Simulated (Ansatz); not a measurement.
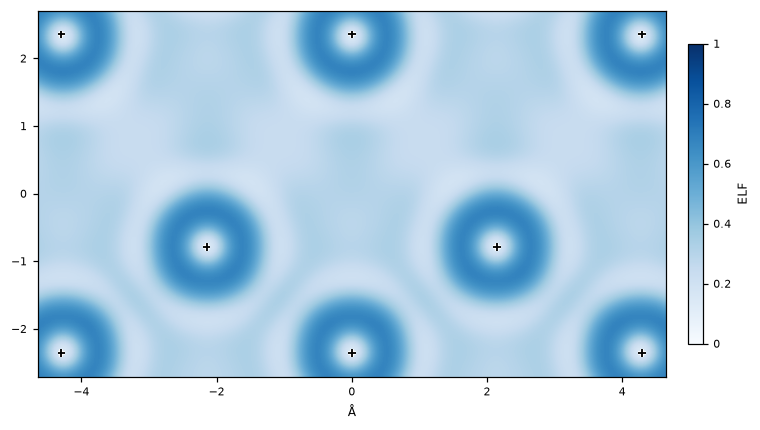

The electron localisation function on a plane through atoms (crosses mark nuclei in the plane).

Computed with Ansatz 0.2.0, DFT PBE, scalar-relativistic, plane waves, PAW.

Candidates:
A. Ru, a = 2.72 Å, b = 2.72 Å, c = 4.30 Å, α = 90.00°, β = 90.00°, γ = 120.00°. Space group P6₃/mmc; a structure from a database of computed crystals, not necessarily the ambient phase; computed without spin polarisation.
B. PtSe2, a = 3.83 Å, b = 3.83 Å, c = 6.07 Å, α = 90.00°, β = 90.00°, γ = 120.00°. Space group P-3m1; a structure from a database of computed crystals, not necessarily the ambient phase; changed on purpose from its base cell (biaxial strain in the a-b plane, c and atoms relaxed: +2.0 %).

Which system is this?

Candidate A: Ru on the (110) plane of the conventional cell, which holds Ru. Ru–Ru (2.66 Å): the ELF is about 0.35 at the midpoint.
